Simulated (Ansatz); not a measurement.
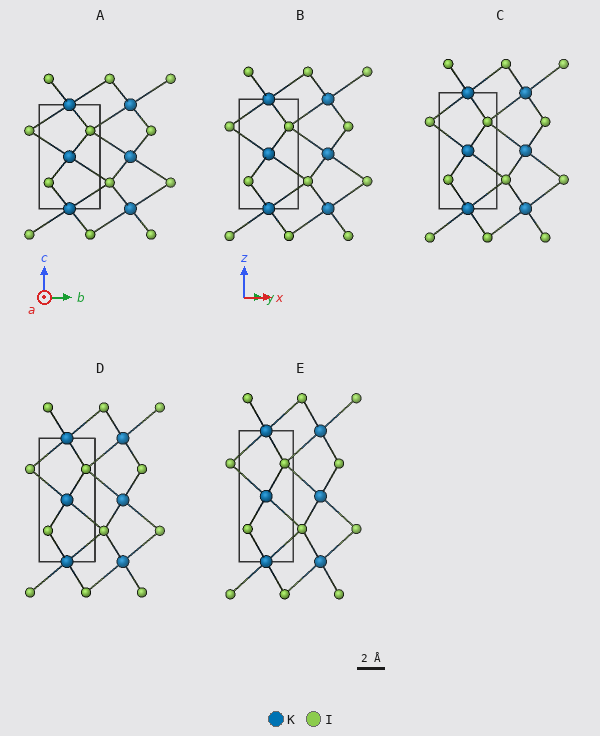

Frames of a one-coordinate scan of crystalline KI (Cmcm). x, y and z are the Cartesian axes of the input. The picture is a ball-and-stick view of the cell of the calculation, repeated 2 × 2 × 1 with one cell outlined, seen along the a axis.

Method: Ansatz, DFT LDA, scalar-relativistic, plane waves, PAW. (plane-wave cutoff 420 eV; k-point mesh 6 × 6 × 4; occupations gaussian; smearing width 0.05 eV; no spin polarisation). Energies (free energies at the smearing named) are counted from the cell as listed in its source, which wasn't relaxed.

> Which coordinate changes from frame to frame?

The ratio of the cell's length along z to its lengths across, counted as 1 for the reference, is changed at fixed volume (a c/a path), with the atoms kept at their fractional coordinates. In the frames the relative ratio is 0.85 (A), 0.92 (B), 1.00 (C), 1.10 (D), 1.20 (E). Their energies are 30.2 meV/atom, 7.5 meV/atom, 0.0 meV/atom, 13.8 meV/atom, 50.0 meV/atom.
